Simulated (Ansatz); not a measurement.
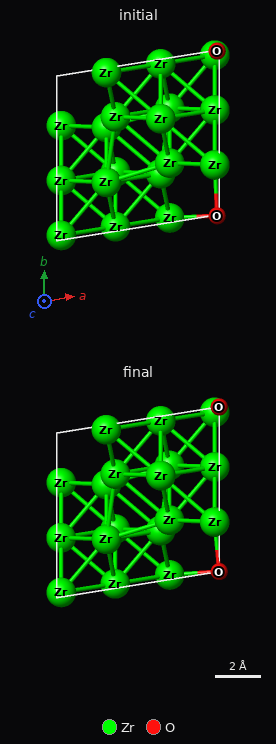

The structure of a defect cell of composition Zr18O before (top) and after (bottom) a relaxation, at one scale.

A ball-and-stick model of the cell of the calculation, seen along the c axis.

Case: O interstitial, charge +0, atoms relaxed.

Level of theory: DFT PBE, scalar-relativistic, plane waves, PAW (Ansatz). (plane-wave cutoff 420 eV; k-point mesh 3 × 3 × 3; occupations gaussian; smearing width 0.1 eV; no spin polarisation; atoms relaxed in a fixed cell; force threshold 0.02 eV/Å; at most 60 steps)

Describe what moved and what it gained.

Answer. The atom that moves furthest is the O atom (0.11 Å roughly along [3 1 0]). Largest moves by element: O 0.11 Å, Zr 0.02 Å. The cell doesn't change. Among the contacts that change: O–Zr 2.377 → 2.268 Å, O–Zr 2.165 → 2.267 Å, O–Zr 2.320 → 2.267 Å, O–Zr 2.226 → 2.267 Å. Among the angles between lasting bonds that change: Zr–O–Zr 174.1° → 180.0°, Zr–O–Zr 174.6° → 179.9°, Zr–O–Zr 87.0° → 91.0°. The energy falls by 69.7 meV per cell of the calculation in 3 accepted moves (4 points after the start). Largest force component: 0.8 eV/Å at the start, 0.0099 eV/Å at the end. 1 step only repeated the SCF at the same geometry.

Limits of the set-up: the periodic images lie only 7.6 Å apart, so the values are limited by the cell's size.
